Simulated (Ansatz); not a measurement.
# Os/LiH/Al: predicting the conductance of a thicker barrier

Set-up. Ansatz 0.2.0, plane waves with PAW datasets, PBE. Interfaces are relaxed in a short slab (with D3(BJ) where the barrier is layered), set between ideal electrode layers that go on as semi-infinite leads, and the zero-bias conductance G at 300 K comes from T(E) on a typed mesh. The error is the largest of the program's estimates from energy step, mesh, the leads' potential steps and neutrality; its separate bound for narrow resonances between the energies solved isn't counted and can be far larger. The lower electrode is Os (hcp 0001), the upper Al (fcc 111) and the barrier LiH (rock salt 111), on a net of side 2.835 Å; d is the distance between the electrodes' last planes.

The runs shown:

```tsv
planes in the barrier	d (Å)	G (S/m²)	error (%)	lead step (meV)
5	9.94	3.02e13	59	39
7	12.26	1.70e13	94	68
9	14.58	1.04e13	71	39
11	16.89	6.19e12	83	39
```

**Question.** A further run has 13 planes, d = 19.21 Å. Fit G ∝ exp(−βd) to the rows shown and predict its conductance.

**Worked fit.** Take y = ln G: 31.04, 30.46, 29.97 and 29.45. The means are d = 13.42 Å and y = 30.23; Σ(Δd Δy) = −6.08 and Σ(Δd)² = 26.84, so the slope is −0.226 Å⁻¹ (β = 0.226 Å⁻¹). At d = 19.21 Å, y = 30.23 − 0.226 × 5.79 = 28.92, or G = 3.63e12 S/m².

What the calculation gave: The run gave 3.53e12 S/m², with an error estimate of 142 % and a lead step of 68 meV. The prediction is 1.03 times that, a miss under 10 %.

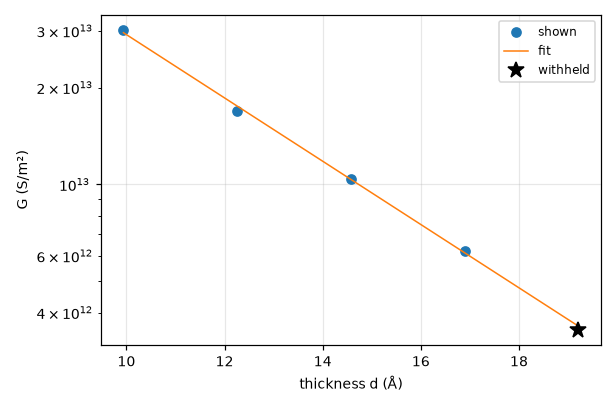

Fit and withheld run.

Caveats: The interfaces are ideal, one cell wide, strained to a common net and relaxed from one registry with their symmetry kept. PBE's gaps are too small, so true decay constants are likely larger where the Fermi level lies deep in a gap. No spin-orbit coupling, phonons, disorder or image charges enter. The rows shown are chosen by tests on error estimates (under 100 to 120 %), lead steps (under 150 meV, though the program warns over 25), intact interfaces and, for fits, a steady trend in the rows shown; the data set holds 414 series of this kind, and not all pass.

[Logs are printed without paths, hosts, clocks, repeated set-up lines and the standing remarks that a program may print on its own settings, such as how far it seeks lower states.]
